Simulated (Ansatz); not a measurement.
**Geometry relaxation of GaN (part 3 of 3)**

GaN (36 atoms in the cell); DFT PBE, scalar-relativistic, plane waves, PAW, no spin polarisation (Ansatz 0.2.0); cutoff 420 eV, 2×2×2 k-mesh, Gaussian smearing of 0.02 eV. The structure derives from a Materials Project entry. It belongs to a series of runs on one base structure; here: the perfect supercell shaken and relaxed.

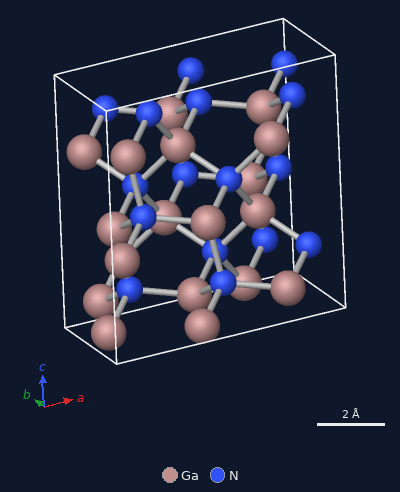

Figure 1. The geometry at step 3 of the log (ball-and-stick view of the cell of the calculation, seen slightly off an axis).

Output, continued
```
  k-point 3: bands = ["-6.2194", "-5.9127", "-5.8238", "-5.8230", "-5.7488", "-5.6590", "-5.6583", "-5.6313", "-5.6212", "-5.5764", "-5.5757", "-5.5707", "-5.5701", "-5.5378", "-5.5372", "-5.5334", "-5.5328", "-5.5284", "-4.1741", "-4.1597", "-4.1596", "-4.1566", "-4.1533", "-4.1530", "-4.1373", "-4.1369", "-4.1288", "-4.1285", "-4.1270", "-4.1268", "-4.1190", "-4.1184", "-4.1183", "-4.1128", "-4.1004", "-4.1003", "-4.0958", "-4.0917", "-4.0916", "-4.0888",
      "-4.0759", "-4.0758", "-4.0744", "-4.0733", "-4.0732", "-4.0720", "-4.0616", "-4.0615", "-4.0291", "-4.0290", "-4.0150", "-4.0149", "-3.9992", "-3.9960", "-3.9928", "-3.9928", "-3.9814", "-3.9812", "-3.9779", "-3.9777", "-3.9757", "-3.9746", "-3.9713", "-3.9712", "-3.9636", "-3.9635", "-3.9575", "-3.9573", "-3.9536", "-3.9535", "-3.9482", "-3.9481", "-3.9202", "-3.9115", "-3.9113", "-3.9108", "-3.9043", "-3.8998", "-3.8998", "-3.8962",
      "-3.8944", "-3.8942", "-3.8923", "-3.8922", "-3.8852", "-3.8852", "-3.8773", "-3.8744", "-3.8744", "-3.8676", "-3.8581", "-3.7515", "-3.5860", "-3.5856", "-3.4083", "-2.8529", "-2.8525", "-2.6585", "-2.6068", "-2.6065", "-2.5382", "-2.5378", "-2.5013", "-2.3806", "-2.3803", "-2.2709", "-2.0109", "-2.0106", "2.7095", "2.8821", "3.1417", "3.1431", "3.3290", "3.3297", "3.4221", "3.4230", "3.5165", "3.7499", "3.7511", "4.2430",
      "4.2443", "4.7269", "5.2856", "5.2859", "5.3037", "5.3047", "5.8218", "5.8226", "5.8461", "5.9509", "5.9518", "6.0598", "6.0611", "6.0761", "6.5816", "6.5823", "6.6433", "6.8390", "6.9109", "6.9116", "7.3089", "7.3095", "7.3872", "7.3920", "7.3926", "7.4446", "7.5219", "7.5227", "7.6464", "7.7972", "7.8950", "7.8954", "7.9814", "7.9819", "7.9930", "8.0143", "8.2117", "8.3814", "8.3817", "8.5335",
      "8.9161", "9.0038", "12.5900", "13.4699", "13.8710", "14.0407", "14.0409", "14.2745", "14.3502", "14.3508", "14.5014", "14.6126", "14.8897", "14.8908", "14.9244", "14.9250", "15.5542", "15.5553", "15.7578", "15.7580", "15.9266", "15.9268", "16.3771", "16.3774", "16.6340", "16.7537", "16.8600", "16.8607", "16.8854", "16.9288", "16.9300", "17.0880", "17.2720", "17.3190", "17.3195", "17.3354", "17.3359", "17.9736"]
--- Relaxed structure (4 steps of the walk, 4 accepted, 0 SCFs on fresh bases) ---
  F+E_penalty+E_count = -75022.51996055 eV   max|allowed force component| = 1.747e-2 eV/Å
  atoms:
    - { symbol: Ga, position: [0.38865063412912254, 0.3877881729961754, 0.7224065312495919] }
    - { symbol: Ga, position: [0.38866306261088557, 0.7211223417246073, 0.389142635039026] }
    - { symbol: Ga, position: [0.7218871953871886, 0.05447496496272486, 0.722496979279445] }
    - { symbol: Ga, position: [0.3887119989707591, 0.05444241275787258, 0.05585486081047651] }
    - { symbol: Ga, position: [0.7220454307502212, 0.38771334245475686, 0.3890682667123559] }
    - { symbol: Ga, position: [0.05525660512816449, 0.7211968843966212, 0.7224646434879947] }
    - { symbol: Ga, position: [0.7220290252350996, 0.7210823896364569, 0.055754581029312966] }
    - { symbol: Ga, position: [0.055316942016005094, 0.054432295399580485, 0.3891254865017949] }
    - { symbol: Ga, position: [0.05533134886186464, 0.38779056511737325, 0.055804282863008245] }
    - { symbol: Ga, position: [0.4442430904739989, 0.7766902568190726, 0.7779549580970954] }
    - { symbol: Ga, position: [0.4442342810019893, 0.11002231193177955, 0.44461739473078893] }
    - { symbol: Ga, position: [0.7775896345034323, 0.4432196433424934, 0.778012683731437] }
    - { symbol: Ga, position: [0.44422992566688346, 0.4433893678916316, 0.11123750449737793] }
    - { symbol: Ga, position: [0.7775309046589427, 0.776643595281914, 0.44472091390383645] }
    - { symbol: Ga, position: [0.11091482761088631, 0.10995494963345404, 0.7780439875198069] }
    - { symbol: Ga, position: [0.7775480202381049, 0.10983983342897352, 0.11146299304928997] }
    - { symbol: Ga, position: [0.11085697560983865, 0.44330956082582795, 0.4447488914318524] }
    - { symbol: Ga, position: [0.11095359972379326, 0.7766380346942662, 0.11138593908200561] }
    - { symbol: N, position: [0.5142801788830941, 0.5134104846940729, 0.8481492109569004] }
    - { symbol: N, position: [0.5143160732469014, 0.8467168893909014, 0.5146938796874503] }
    - { symbol: N, position: [0.8475766400861751, 0.18007400775603666, 0.8481492380859683] }
    - { symbol: N, position: [0.5142677692444807, 0.1800194061720705, 0.18152539369233] }
    - { symbol: N, position: [0.8476323681085352, 0.5133850896908386, 0.5147647307580633] }
    - { symbol: N, position: [0.18096593743388323, 0.8466613608884787, 0.848088459062693] }
    - { symbol: N, position: [0.8476567858079236, 0.8466992436765244, 0.1814063624378044] }
    - { symbol: N, position: [0.18097906726650204, 0.17999426201180935, 0.5148173575869228] }
    - { symbol: N, position: [0.1809424570035074, 0.5133754724735609, 0.18147966572037894] }
    - { symbol: N, position: [0.23652237090078534, 0.5689283675262093, 0.5703688710689173] }
    - { symbol: N, position: [0.23650851719972205, 0.9022487626626146, 0.2369861389488] }
    - { symbol: N, position: [0.5698309627063247, 0.23557542071102278, 0.5703845015238447] }
    - { symbol: N, position: [0.23646890718997016, 0.23557866658817977, 0.9037019154442315] }
    - { symbol: N, position: [0.5698513874976151, 0.5688746430792638, 0.23699927049830713] }
    - { symbol: N, position: [0.9031078641124979, 0.90225186993156, 0.5703643809804332] }
    - { symbol: N, position: [0.5698354844453942, 0.9022233678064113, 0.9036946036512833] }
    - { symbol: N, position: [0.903243634298651, 0.23551046855790997, 0.2370768353245151] }
    - { symbol: N, position: [0.9031707471908549, 0.5688858286869527, 0.9036785766546588] }
```

Trajectory as extended XYZ (Å, eV, eV/Å), 3 of the 4 frames kept, from step=1 to step=4
```
36
Lattice="4.8275 2.7872 5.2431 -4.8275 2.7872 5.2431 0.0000 -5.5744 5.2431" Properties=species:S:1:pos:R:3:forces:R:3 step=1 energy=-75020.76447
Ga   -0.0421   -1.8318    7.8535    0.3571  -0.3594   0.0689
Ga   -1.5848    0.9198    7.8672   -0.6532   0.6613   0.0902
Ga    3.1639   -1.8333    7.8555    1.1238  -0.9717   0.0474
Ga    1.5871    0.9973    2.6333    0.5403  -1.4368   0.0261
Ga    1.6661    0.9156    7.8261   -1.2955  -0.6817   0.2523
Ga   -3.2525   -1.9334    7.8883    0.2614   1.6662  -0.6353
Ga    0.1108    3.6634    7.8902   -1.9060  -0.3697  -0.5278
Ga   -0.0959   -1.8271    2.6145    2.5894  -0.8010   0.0179
Ga   -1.6126    0.9130    2.6432    0.4663  -0.0242  -0.7493
Ga   -1.6572   -0.9411   10.5124    1.0046   0.1073   0.1564
Ga    1.6644   -0.9002    5.2954   -0.3269  -1.1772  -1.0129
Ga    1.5287   -0.9443   10.4918    1.2987   0.4488  -0.8786
Ga   -0.0593    1.9103    5.1719    1.4036  -0.9666   1.6942
Ga   -0.0155    1.9066   10.4407    1.1793  -0.8225   0.6424
Ga    0.0373   -3.7287    5.2265   -1.1513   0.5609   0.2442
Ga    3.2941    1.8324    5.2157   -2.0027   0.6151   0.3332
Ga   -1.5164   -0.8801    5.1949   -1.2976  -0.8181   1.0084
Ga   -3.2511    1.8858    5.1616    0.8595  -0.7033   2.0309
N    -0.0087   -1.8989    9.8101   -0.3677   1.0308   0.1920
N    -1.4986    0.8838    9.8344   -1.6612   0.3645   0.2979
N     3.2690   -1.9073    9.8175   -0.8200   0.5902   0.4863
N     1.5660    0.8725    4.6316    0.6590   1.2790  -0.3223
N     1.6260    0.9426    9.7496    0.2409  -0.0081   1.5796
N    -3.2290   -1.8696    9.8811    0.2806   0.2353  -1.0752
N    -0.0043    3.7565    9.8436    0.7599  -0.8305  -0.5868
N    -0.0079   -1.8641    4.5613    0.9344  -0.1072   0.5639
N    -1.5719    0.9558    4.5915   -1.2369  -0.1371  -0.4638
N    -1.5616   -0.8809    7.2730   -1.3590  -1.0880  -1.1757
N    -3.1961    1.8547    7.1908   -0.6638   0.2695   0.0278
N     1.5803   -0.9792    7.2267    0.1996   0.5260  -0.0956
N    -0.0134   -3.6903    7.2267   -0.2706  -0.2320  -0.2622
N     0.0333    1.7908    7.2786    0.0491   1.0025  -1.2120
N    -0.0195    1.8644   12.4475    0.0927  -0.1611  -0.0031
N    -1.5761   -0.9871   12.4757    0.0609   0.6022   0.0978
N     3.2010    1.8061    7.2374    0.0829   1.5395  -1.1628
N     1.6059   -0.9632   12.4395    0.5683   0.1974   0.3052
36
Lattice="4.8275 2.7872 5.2431 -4.8275 2.7872 5.2431 0.0000 -5.5744 5.2431" Properties=species:S:1:pos:R:3:forces:R:3 step=3 energy=-75022.51994
Ga    0.0042   -1.8629    7.8586    0.0012  -0.0114   0.0132
Ga   -1.6050    0.9240    7.8590    0.0063  -0.0012   0.0017
Ga    3.2220   -1.8636    7.8587    0.0097  -0.0010   0.0129
Ga    1.6137    0.9238    2.6164   -0.0031  -0.0008  -0.0002
Ga    1.6140    0.9243    7.8585   -0.0042  -0.0081   0.0114
Ga   -3.2149   -1.8632    7.8590    0.0122  -0.0058   0.0044
Ga    0.0046    3.7114    7.8587    0.0016  -0.0092   0.0074
Ga    0.0043   -1.8632    2.6157    0.0074  -0.0081   0.0118
Ga   -1.6050    0.9240    2.6159    0.0038  -0.0050   0.0062
Ga   -1.6049   -0.9336   10.4804    0.0010  -0.0053   0.0072
Ga    1.6134   -0.9336    5.2372    0.0004  -0.0130   0.0133
Ga    1.6142   -0.9343   10.4800   -0.0094  -0.0010   0.0135
Ga    0.0041    1.8539    5.2371    0.0045  -0.0166   0.0124
Ga    0.0043    1.8527   10.4804    0.0042   0.0040   0.0065
Ga    0.0046   -3.7215    5.2374   -0.0029  -0.0057   0.0073
Ga    3.2234    1.8520    5.2371   -0.0080   0.0116   0.0146
Ga   -1.6049   -0.9346    5.2374    0.0052   0.0028   0.0101
Ga   -3.2136    1.8530    5.2377   -0.0016   0.0006   0.0025
N     0.0042   -1.8635    9.8352    0.0027   0.0127  -0.0166
N    -1.6047    0.9244    9.8346   -0.0045  -0.0027  -0.0035
N     3.2224   -1.8636    9.8350    0.0098  -0.0038  -0.0112
N     1.6136    0.9232    4.5920   -0.0022   0.0156  -0.0068
N     1.6136    0.9239    9.8349   -0.0012  -0.0019  -0.0119
N    -3.2137   -1.8634    9.8346   -0.0033   0.0012  -0.0020
N     0.0046    3.7113    9.8348    0.0042  -0.0062  -0.0086
N     0.0048   -1.8637    4.5919   -0.0040   0.0044  -0.0089
N    -1.6048    0.9236    4.5919    0.0019   0.0022  -0.0077
N    -1.6047   -0.9345    7.2136   -0.0080   0.0041  -0.0120
N    -3.2139    1.8529    7.2132   -0.0011   0.0007  -0.0047
N     1.6136   -0.9347    7.2134   -0.0037   0.0110  -0.0126
N     0.0043   -3.7219    7.2132    0.0037   0.0066  -0.0035
N     0.0047    1.8527    7.2131   -0.0037   0.0050  -0.0061
N     0.0041    1.8524   12.4562   -0.0048   0.0066  -0.0059
N    -1.6046   -0.9346   12.4563   -0.0051   0.0041  -0.0083
N     3.2235    1.8524    7.2136   -0.0085   0.0097  -0.0176
N     1.6138   -0.9345   12.4562   -0.0020   0.0060  -0.0089
36
Lattice="4.8275 2.7872 5.2431 -4.8275 2.7872 5.2431 0.0000 -5.5744 5.2431" Properties=species:S:1:pos:R:3:forces:R:3 step=4 energy=-75022.51996
Ga    0.0042   -1.8629    7.8586    0.0009  -0.0114   0.0136
Ga   -1.6050    0.9240    7.8590    0.0063  -0.0018   0.0016
Ga    3.2220   -1.8636    7.8587    0.0100  -0.0010   0.0132
Ga    1.6137    0.9238    2.6164   -0.0030  -0.0007  -0.0002
Ga    1.6140    0.9243    7.8585   -0.0039  -0.0080   0.0122
Ga   -3.2149   -1.8632    7.8590    0.0123  -0.0062   0.0041
Ga    0.0046    3.7114    7.8587    0.0021  -0.0086   0.0075
Ga    0.0043   -1.8632    2.6157    0.0072  -0.0083   0.0122
Ga   -1.6050    0.9240    2.6159    0.0032  -0.0047   0.0066
Ga   -1.6049   -0.9336   10.4804    0.0012  -0.0056   0.0071
Ga    1.6134   -0.9336    5.2372    0.0001  -0.0132   0.0131
Ga    1.6142   -0.9343   10.4800   -0.0096  -0.0010   0.0137
Ga    0.0041    1.8539    5.2371    0.0041  -0.0164   0.0117
Ga    0.0043    1.8527   10.4804    0.0045   0.0040   0.0065
Ga    0.0046   -3.7215    5.2374   -0.0029  -0.0055   0.0070
Ga    3.2234    1.8520    5.2371   -0.0076   0.0116   0.0144
Ga   -1.6049   -0.9346    5.2374    0.0053   0.0028   0.0099
Ga   -3.2136    1.8530    5.2377   -0.0015   0.0005   0.0021
N     0.0042   -1.8635    9.8352    0.0031   0.0125  -0.0165
N    -1.6047    0.9244    9.8346   -0.0040  -0.0030  -0.0035
N     3.2224   -1.8636    9.8350    0.0099  -0.0036  -0.0114
N     1.6136    0.9232    4.5920   -0.0026   0.0156  -0.0072
N     1.6136    0.9239    9.8349   -0.0008  -0.0020  -0.0118
N    -3.2137   -1.8634    9.8346   -0.0035   0.0011  -0.0018
N     0.0046    3.7113    9.8348    0.0045  -0.0062  -0.0083
N     0.0048   -1.8637    4.5919   -0.0044   0.0040  -0.0091
N    -1.6048    0.9236    4.5919    0.0020   0.0021  -0.0075
N    -1.6047   -0.9345    7.2136   -0.0083   0.0043  -0.0118
N    -3.2139    1.8529    7.2132   -0.0008   0.0004  -0.0039
N     1.6136   -0.9347    7.2134   -0.0036   0.0104  -0.0127
N     0.0043   -3.7219    7.2132    0.0039   0.0067  -0.0037
N     0.0047    1.8527    7.2131   -0.0039   0.0049  -0.0058
N     0.0041    1.8524   12.4562   -0.0045   0.0065  -0.0062
N    -1.6046   -0.9346   12.4563   -0.0050   0.0038  -0.0083
N     3.2235    1.8524    7.2136   -0.0086   0.0094  -0.0175
N     1.6138   -0.9345   12.4562   -0.0019   0.0063  -0.0093
```
